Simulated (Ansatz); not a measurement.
Single-point calculation of Hf8S15 (part 2 of 2)

Continued. System: Hf8S15 (slab, 23 atoms in the cell). Method: DFT PBEsol+D3(BJ), scalar-relativistic, plane waves, PAW, spin-polarised (Ansatz 0.2.0); cutoff 420 eV, 12×12×1 k-mesh, Gaussian smearing of 0.05 eV, collinear spins. The structure derives from a Materials Project entry. It belongs to a series of runs on one base structure; here: S vacancy.

Geometry of the input (Å; fractional positions):
```
7.2793  0.0000  0.0000
-3.6397  6.3041  0.0000
0.0000  0.0000  26.9144
S  0.3333  0.1667  0.3344
S  0.3333  0.6667  0.3344
S  0.8333  0.1667  0.3344
S  0.8333  0.6667  0.3344
Hf 0.0000  0.0000  0.3875
Hf 0.0000  0.5000  0.3875
Hf 0.5000  0.0000  0.3875
Hf 0.5000  0.5000  0.3875
S  0.1667  0.3333  0.4406
S  0.1667  0.8333  0.4406
S  0.6667  0.3333  0.4406
S  0.6667  0.8333  0.4406
S  0.3333  0.1667  0.5378
S  0.3365  0.6682  0.5424
S  0.8318  0.1635  0.5424
S  0.8318  0.6682  0.5424
Hf 0.0124  0.0062  0.5919
Hf 0.0000  0.5000  0.5947
Hf 0.4938  0.0062  0.5919
Hf 0.4938  0.4876  0.5919
S  0.1690  0.3310  0.6469
S  0.1690  0.8379  0.6469
S  0.6621  0.3310  0.6469
```

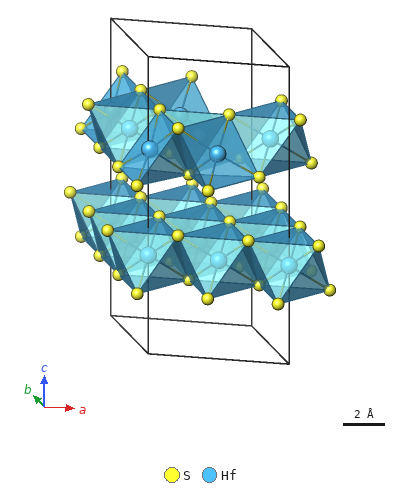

*The structure as given in the input (polyhedral view of the cell of the calculation, with the vacuum cut short, seen slightly off an axis; polyhedra are completed across the faces of the cell). An atom can appear more than once, as a periodic image.*

### Log, continued
```
  k-point 0 ↑: bands = ["-61.7549", "-61.7494", "-61.7494", "-61.6873", "-61.6205", "-61.6143", "-61.6112", "-61.6112", "-30.5821", "-30.5361", "-30.5361", "-30.4817", "-30.4817", "-30.4541", "-30.3981", "-30.3981", "-30.3950", "-30.3949", "-30.3560", "-30.3560", "-30.3296", "-30.3248", "-30.3248", "-30.3144", "-30.2788", "-30.2740", "-30.2740", "-30.2479", "-30.2479", "-30.2465", "-30.2033", "-30.2033", "-12.9212", "-12.6248", "-12.0724", "-11.9125", "-11.8663", "-11.8663", "-11.7883", "-11.7837",
      "-11.7837", "-11.7231", "-11.7231", "-11.7226", "-11.7036", "-11.7036", "-11.7000", "-11.6976", "-11.6935", "-11.6935", "-11.6867", "-11.6840", "-11.6840", "-11.6775", "-11.6775", "-11.6738", "-11.6735", "-11.6735", "-11.6533", "-11.6533", "-11.6473", "-11.6468", "-11.6340", "-11.6340", "-11.6339", "-11.6271", "-11.6252", "-11.6252", "-11.5866", "-11.5774", "-11.5738", "-11.5738", "-11.5723", "-11.5723", "-11.5717", "-11.5708", "-11.5681", "-11.5681", "-11.5662", "-11.5662",
      "-11.5637", "-11.5596", "-11.5596", "-11.5577", "-11.5565", "-11.5565", "-11.5521", "-11.5521", "-11.5516", "-11.5502", "-11.5481", "-11.5481", "-11.5445", "-11.5359", "-11.5359", "-11.4984", "-11.1684", "-11.0477", "-11.0477", "-10.9338", "-10.8578", "-10.8578", "-10.8537", "-4.8818", "-4.7186", "-4.7186", "-4.6743", "-4.6422", "-4.6422", "-4.4452", "-3.5655", "-3.2793", "-3.2005", "-3.2005", "-2.7967", "-2.7858", "-2.7858", "-2.6117", "-2.6117", "-2.5779",
      "-2.5062", "-2.5062", "-2.3169", "-2.3169", "-2.2885", "-2.2570", "-2.2570", "-2.2502", "-2.1082", "-2.1082", "-2.0654", "-2.0302", "-2.0302", "-1.4618", "-1.4618", "-1.3990", "-1.1803", "-0.9058", "-0.9058", "-0.9022", "-0.8659", "-0.8120", "-0.8120", "-0.4147", "-0.4147", "-0.3497", "0.1791", "0.1791", "0.9512", "1.2720", "1.3271", "1.3271", "1.4336", "1.4336", "1.4492", "2.0693", "2.0693", "2.2058", "2.2058", "2.8395",
      "3.0614", "3.9074", "3.9074", "4.0657", "4.0917", "4.1326", "4.1326", "4.2665", "4.2665", "4.2708", "4.2891", "4.2895", "4.2895", "4.3972", "4.3972", "5.3678", "5.7421", "5.8498", "5.8601", "5.8601"]
  k-point 1 ↑: bands = ["-61.7549", "-61.7494", "-61.7494", "-61.6873", "-61.6204", "-61.6143", "-61.6112", "-61.6112", "-30.5807", "-30.5342", "-30.5338", "-30.4820", "-30.4817", "-30.4532", "-30.3962", "-30.3960", "-30.3954", "-30.3925", "-30.3574", "-30.3562", "-30.3299", "-30.3276", "-30.3254", "-30.3138", "-30.2791", "-30.2744", "-30.2740", "-30.2498", "-30.2490", "-30.2465", "-30.2067", "-30.2040", "-12.9032", "-12.6058", "-12.0741", "-11.9140", "-11.8708", "-11.8673", "-11.7922", "-11.7877",
      "-11.7861", "-11.7272", "-11.7239", "-11.7228", "-11.7050", "-11.7041", "-11.6981", "-11.6974", "-11.6936", "-11.6934", "-11.6868", "-11.6841", "-11.6838", "-11.6778", "-11.6777", "-11.6758", "-11.6740", "-11.6698", "-11.6526", "-11.6522", "-11.6468", "-11.6443", "-11.6342", "-11.6317", "-11.6269", "-11.6254", "-11.6246", "-11.6189", "-11.5918", "-11.5864", "-11.5836", "-11.5811", "-11.5773", "-11.5739", "-11.5738", "-11.5717", "-11.5717", "-11.5716", "-11.5685", "-11.5679",
      "-11.5678", "-11.5658", "-11.5652", "-11.5595", "-11.5594", "-11.5576", "-11.5566", "-11.5565", "-11.5516", "-11.5515", "-11.5486", "-11.5449", "-11.5409", "-11.4988", "-11.4970", "-11.4779", "-11.1733", "-11.0671", "-11.0575", "-10.9387", "-10.8788", "-10.8677", "-10.8645", "-4.8419", "-4.6894", "-4.6868", "-4.6335", "-4.6081", "-4.5903", "-4.4230", "-3.5527", "-3.3107", "-3.2251", "-3.2161", "-2.8625", "-2.8103", "-2.7784", "-2.6353", "-2.6353", "-2.5524",
      "-2.5445", "-2.4947", "-2.3586", "-2.3238", "-2.2661", "-2.2647", "-2.2155", "-2.2131", "-2.1195", "-2.1043", "-2.0539", "-2.0284", "-2.0269", "-1.4595", "-1.4520", "-1.3492", "-1.2400", "-1.0002", "-0.9698", "-0.8988", "-0.8922", "-0.8236", "-0.8224", "-0.5506", "-0.4536", "-0.3056", "0.0328", "0.1220", "0.9948", "1.2735", "1.3644", "1.3928", "1.4501", "1.5205", "1.5293", "2.0598", "2.1009", "2.2269", "2.2755", "2.8440",
      "3.1003", "3.8456", "3.8972", "4.0510", "4.0747", "4.1150", "4.1333", "4.2239", "4.2259", "4.2424", "4.2752", "4.2835", "4.2875", "4.4234", "4.4392", "5.4146", "5.6199", "5.8351", "5.8393", "5.9137"]
  k-point 2 ↑: bands = ["-61.7547", "-61.7496", "-61.7494", "-61.6873", "-61.6202", "-61.6143", "-61.6114", "-61.6112", "-30.5769", "-30.5286", "-30.5272", "-30.4827", "-30.4817", "-30.4505", "-30.3997", "-30.3909", "-30.3891", "-30.3840", "-30.3615", "-30.3564", "-30.3367", "-30.3297", "-30.3272", "-30.3119", "-30.2800", "-30.2754", "-30.2741", "-30.2554", "-30.2543", "-30.2444", "-30.2165", "-30.2062", "-12.8506", "-12.5502", "-12.0814", "-11.9209", "-11.8818", "-11.8701", "-11.8094", "-11.7959",
      "-11.7813", "-11.7417", "-11.7252", "-11.7233", "-11.7058", "-11.7047", "-11.6973", "-11.6966", "-11.6937", "-11.6931", "-11.6867", "-11.6842", "-11.6836", "-11.6780", "-11.6775", "-11.6762", "-11.6747", "-11.6681", "-11.6516", "-11.6500", "-11.6463", "-11.6428", "-11.6350", "-11.6342", "-11.6306", "-11.6255", "-11.6253", "-11.6158", "-11.6144", "-11.5878", "-11.5869", "-11.5859", "-11.5775", "-11.5742", "-11.5737", "-11.5718", "-11.5713", "-11.5711", "-11.5684", "-11.5677",
      "-11.5670", "-11.5651", "-11.5627", "-11.5599", "-11.5596", "-11.5579", "-11.5571", "-11.5567", "-11.5523", "-11.5515", "-11.5486", "-11.5461", "-11.5356", "-11.4592", "-11.4431", "-11.4324", "-11.1889", "-11.1183", "-11.0861", "-10.9538", "-10.9360", "-10.8968", "-10.8938", "-4.7316", "-4.5945", "-4.5939", "-4.5319", "-4.5092", "-4.4326", "-4.3537", "-3.5198", "-3.3836", "-3.2845", "-3.2557", "-2.9567", "-2.8808", "-2.8459", "-2.7263", "-2.6440", "-2.6293",
      "-2.5025", "-2.4616", "-2.4108", "-2.3295", "-2.3262", "-2.2527", "-2.1865", "-2.1754", "-2.0992", "-2.0849", "-2.0274", "-2.0200", "-1.9761", "-1.4949", "-1.4542", "-1.3336", "-1.2499", "-1.2180", "-1.1856", "-0.9517", "-0.9207", "-0.8490", "-0.8480", "-0.7355", "-0.5493", "-0.3570", "-0.2181", "-0.0245", "1.0882", "1.2662", "1.4447", "1.4872", "1.5578", "1.7400", "1.7463", "2.0382", "2.1915", "2.2369", "2.4611", "2.8660",
      "3.2170", "3.7212", "3.8362", "3.9761", "4.0339", "4.0839", "4.1042", "4.1286", "4.1392", "4.1735", "4.2673", "4.2736", "4.2738", "4.4774", "4.5129", "5.3448", "5.5468", "5.7694", "5.7838", "5.9407"]
  k-point 18 ↓: bands = ["-61.6862", "-61.6834", "-61.6823", "-61.6716", "-61.6176", "-61.6128", "-61.6128", "-61.6101", "-30.4130", "-30.4111", "-30.3944", "-30.3900", "-30.3673", "-30.3603", "-30.3601", "-30.3429", "-30.3361", "-30.3360", "-30.3150", "-30.3149", "-30.3137", "-30.3060", "-30.3002", "-30.2922", "-30.2877", "-30.2876", "-30.2871", "-30.2695", "-30.2662", "-30.2395", "-30.2395", "-30.2374", "-12.3660", "-12.1770", "-12.1055", "-11.9690", "-11.9626", "-11.9091", "-11.8947", "-11.8257",
      "-11.8141", "-11.8082", "-11.7144", "-11.7130", "-11.7101", "-11.6857", "-11.6827", "-11.6821", "-11.6787", "-11.6762", "-11.6753", "-11.6717", "-11.6668", "-11.6658", "-11.6634", "-11.6612", "-11.6603", "-11.6558", "-11.6543", "-11.6538", "-11.6537", "-11.6406", "-11.6362", "-11.6344", "-11.6328", "-11.6269", "-11.6213", "-11.6213", "-11.5823", "-11.5774", "-11.5774", "-11.5730", "-11.5713", "-11.5695", "-11.5686", "-11.5679", "-11.5649", "-11.5641", "-11.5638", "-11.5600",
      "-11.5599", "-11.5598", "-11.5587", "-11.5583", "-11.5571", "-11.5570", "-11.5566", "-11.5566", "-11.5551", "-11.5494", "-11.5132", "-11.4652", "-11.4589", "-11.4411", "-11.3955", "-11.2818", "-11.2633", "-11.2476", "-11.1161", "-11.0986", "-11.0933", "-11.0915", "-11.0338", "-3.9122", "-3.8448", "-3.7861", "-3.7190", "-3.6715", "-3.6630", "-3.5412", "-3.4882", "-3.4863", "-3.4213", "-3.2769", "-3.2747", "-3.2640", "-3.2614", "-3.2262", "-3.0022", "-2.9224",
      "-2.8903", "-2.7372", "-2.6754", "-2.5115", "-2.4802", "-2.4257", "-2.3249", "-2.2282", "-2.1584", "-2.0127", "-1.9025", "-1.8899", "-1.8388", "-1.7252", "-1.7013", "-1.6389", "-1.5608", "-1.5397", "-1.4616", "-1.3871", "-1.3859", "-1.3830", "-1.2101", "-0.8817", "-0.5603", "-0.3405", "-0.3352", "-0.3321", "1.6926", "1.7407", "2.2779", "2.3607", "2.4600", "2.5248", "2.5768", "2.6019", "2.6085", "2.7932", "2.8472", "2.8710",
      "2.8864", "3.0022", "3.0711", "3.5557", "3.7115", "3.8233", "3.9003", "4.0124", "4.2490", "4.2959", "4.2963", "4.2983", "4.4537", "4.9624", "5.0425", "5.2744", "5.2914", "5.2921", "5.4490", "5.5941"]
--- Löwdin populations: 23 sites ---
  site symbol       q [e]    m [muB]
     0      S      6.2856     0.0001
     1      S      6.2850     0.0010
     2      S      6.2850     0.0010
     3      S      6.2850     0.0010
     4     Hf     25.2788     0.0028
     5     Hf     25.2785     0.0045
     6     Hf     25.2788     0.0028
     7     Hf     25.2788     0.0028
     8      S      6.3059     0.0001
     9      S      6.3059     0.0001
    10      S      6.3059     0.0001
    11      S      6.3017     0.0001
    12      S      6.1883     0.0795
    13      S      6.2712     0.0189
    14      S      6.2712     0.0189
    15      S      6.2712     0.0189
    16     Hf     25.3615     0.3470
    17     Hf     25.3184     0.0558
    18     Hf     25.3615     0.3470
    19     Hf     25.3615     0.3470
    20      S      6.2961     0.0060
    21      S      6.2961     0.0060
    22      S      6.2961     0.0060
  spilling = 0.004134 (of n_electrons = 298.000000)
--- Band densities, each state counted as filled ---
  window                                       electrons  max residual (eV)  cut levels
  e_range: [-2, -1]                  2.493056 + 2.493056             3.1e-9           0
  e_range: [-1, -0.5]                0.187500 + 0.000000             5.4e-9           0
  e_range: [-0.5, -0.25]             0.812500 + 0.006944             5.8e-9           0
  e_range: [-0.25, 0]                0.576389 + 0.263889             9.3e-9           0
  e_range: [0, 0.25]                 1.479167 + 1.916667             3.3e-6           0
  e_range: [0.25, 0.5]               1.375000 + 1.361111             3.3e-6           0
  e_range: [0.5, 1]                  4.111111 + 4.645833             3.5e-6           0
  e_range: [1, 1.5]                  2.743056 + 2.416667             3.3e-6           0
```

### File band_densities.tsv
```
# window	n_electrons_up	n_electrons_dn	max_residual_ev	n_cut_levels
# fermi_ev = 1.438838
# range_zeros_ev = 1.438838 1.438838
# range_zeros_ev: from where a range's energies are measured, in spin up and in spin down where the run solves two channels
e_range_-2_-1	2.493056	2.493056	3.142e-9	0
e_range_-1_-0.5	0.187500	0.000000	5.447e-9	0
e_range_-0.5_-0.25	0.812500	0.006944	5.828e-9	0
e_range_-0.25_0	0.576389	0.263889	9.303e-9	0
e_range_0_0.25	1.479167	1.916667	3.333e-6	0
e_range_0.25_0.5	1.375000	1.361111	3.294e-6	0
e_range_0.5_1	4.111111	4.645833	3.499e-6	0
e_range_1_1.5	2.743056	2.416667	3.320e-6	0
```

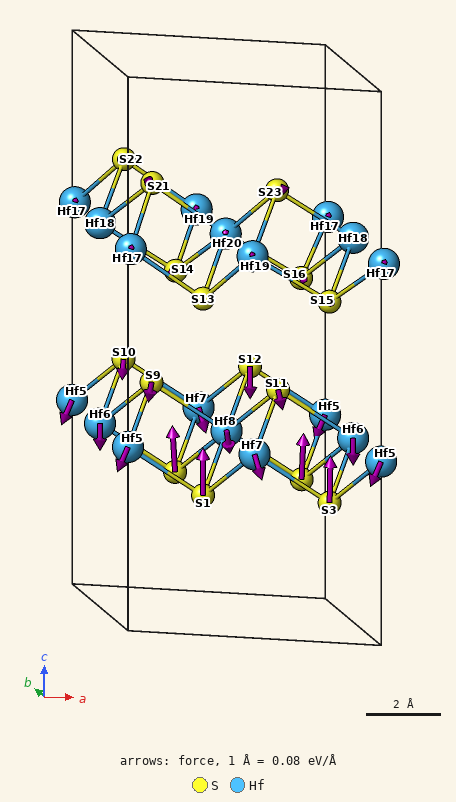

*Forces on the atoms as pink arrows (ball-and-stick view of the cell of the calculation, with the vacuum cut short, seen slightly off an axis; atoms are numbered from 1 in the order of the input); the smallest are left out.*

The largest act on S1 (0.11 eV/Å); S2, S3, S4 (0.10 eV/Å); S12 (0.07 eV/Å); Hf5, Hf6, Hf7, Hf8 (0.06 eV/Å), among others. The geometry is not a stationary point of this energy.

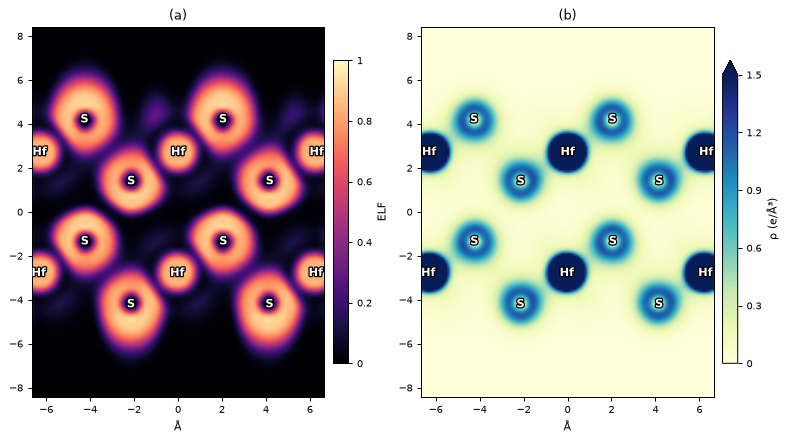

*(a) ELF; (b) valence pseudo-density on the (110) plane of the calculation cell, a cut from vacuum to vacuum.*

Atoms in the plane: S and Hf. Hf–S (2.51 Å): ρ is about 0.48 e/Å³ halfway; the ELF is about 0.40 at the midpoint (no shared pair; the contact is polar). Hf–S (2.54 Å): ρ is about 0.46 e/Å³ halfway; the ELF is about 0.40 at the midpoint (no shared pair; the contact is polar). The density dies away to nearly zero in the vacuum. The strong features right at Hf lie inside the PAW spheres (semicore, d or f shells) and say nothing about bonding. Core electrons are frozen (PAW), so the fields are smoothed inside the atomic spheres.

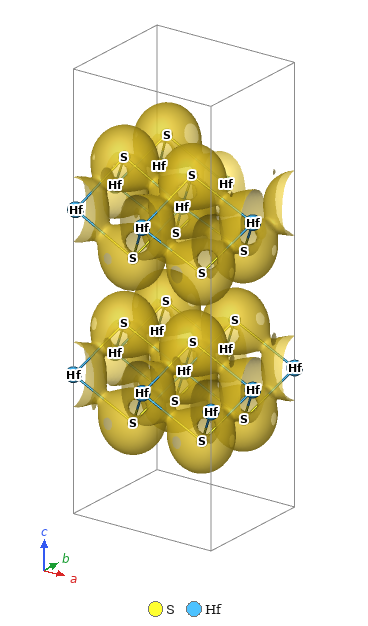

*Isosurface of the valence electron density at 0.4 e/Å³ (yellow), seen slightly off an axis. Sticks mark near contacts.*

At this value the density is joined into sheets; it holds about 85 % of the electrons treated as valence (semicore included). On the grid the lowest density along these lines, outside the cores, is 0.51 e/Å³ (Hf–S, 2.49 Å) and 0.46 e/Å³ (Hf–S, 2.54 Å).

### Summary

- outcome: converged
- electrons treated: 298
- free energy: −138096.9817 eV
- work function, top face: 4.80 eV
- work function, bottom face: 5.18 eV
- Fermi energy: 1.439 eV
- gap on the k-point mesh: none (metallic)
- net moment of the cell: 1.37 μB
- integrated absolute moment: 1.41 μB
- work function (upper face): 4.80 eV
- largest force (length of the vector): 0.107 eV/Å
- wall time: 12 min (CPU time 48 min)
- peak memory: 7.5 GiB

### Remarks

Warnings of the run: the state was not tested for a lower one; the exchange-correlation potential is rough where the density is thin. Spin–orbit coupling is left out, which matters for Hf.
